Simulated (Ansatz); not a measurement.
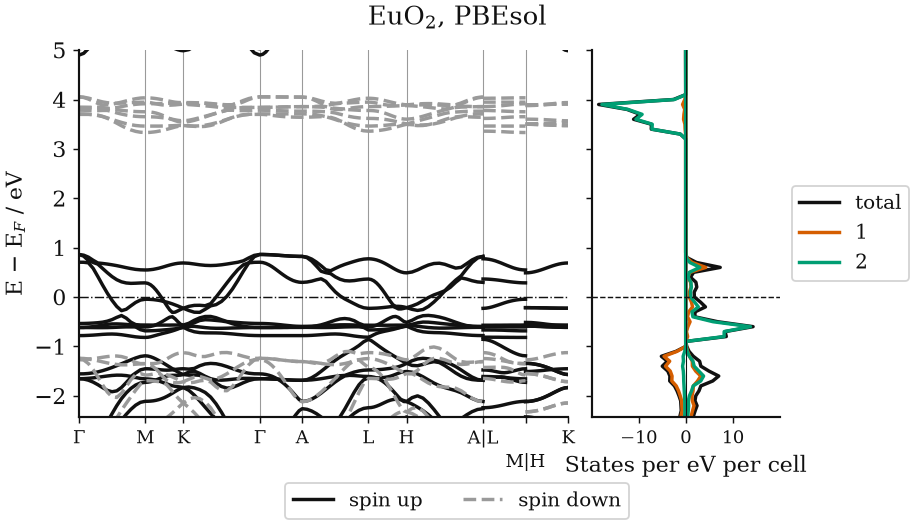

Band structure and density of states. Energies are counted from the Fermi level. The partial curves are projected on Löwdin-orthogonalised atomic shells. Spin-down states are drawn negative.

The material is EuO₂, space group P-3m1 (No. 164), 3 atoms in the cell, CdI2 type.

Method: DFT PBEsol, scalar-relativistic, plane waves, PAW, spin-polarised, 10×10×6 k mesh (Ansatz 0.2.0).

Q: The numbered curves are projections. Which is which? The candidates: Eu, O.

A: 1 is O; 2 is Eu.

Q: What kind of electronic state is this?

A: A half-metal: spin-up bands cross the Fermi level, while the spin-down bands leave a gap of 4.34 eV along the path around it. The cell's moment is 5.0 μB, a whole number as a half-metal requires.

The structure was built from a prototype or by substitution, so it need not be a known phase. Spin-orbit coupling is left out, which matters for Eu.
